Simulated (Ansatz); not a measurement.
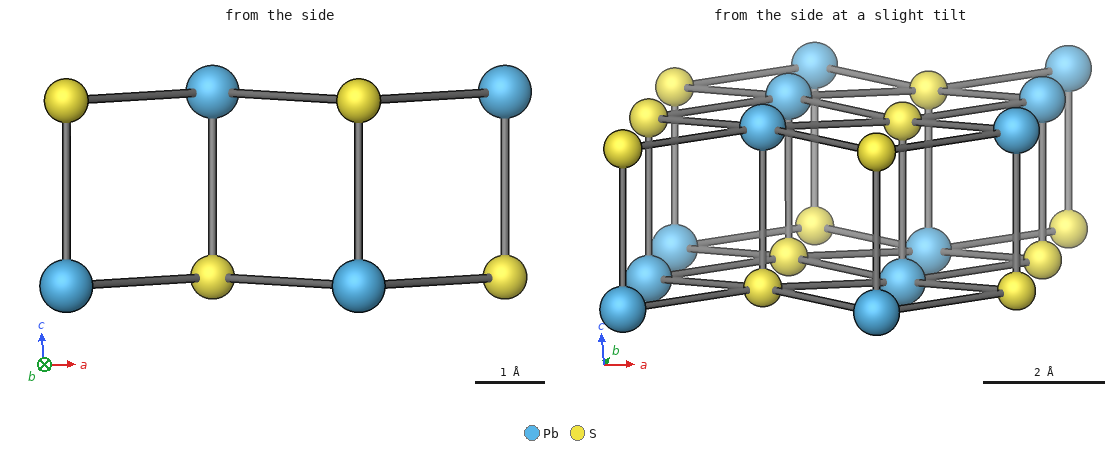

A ball-and-stick picture of a periodic sheet, seen from the side and from the side at a slight tilt. The surface normal points up in side views; the vacuum is left out. 2×3 cells are drawn in the plane, with atoms at the edges repeated.

The cell holds 2 Pb, 2 S.

How is each face terminated?

Answer. The top face ends in Pb and S, the bottom face in Pb and S. The two faces are alike.

Read the thickness off the scale bar.

Answer. About 2.8 Å from the lowest to the highest atom.

What is the stacking of atomic planes, top to bottom?

Answer. Two planes: PbS / PbS.

What bonds hold it together?

Answer. Each Pb atom is coordinated by five S in a distorted square pyramidal arrangement at about 2.7 to 3.0 Å. About every S there are five Pb in a distorted square pyramidal arrangement at about 2.7 to 3.0 Å. The bonds build PbS layers parallel to the surface.

The cell started as a structure listed in the Materials Project. Atoms and cell were optimised with DFT PBE, scalar-relativistic, plane waves, PAW in Ansatz.
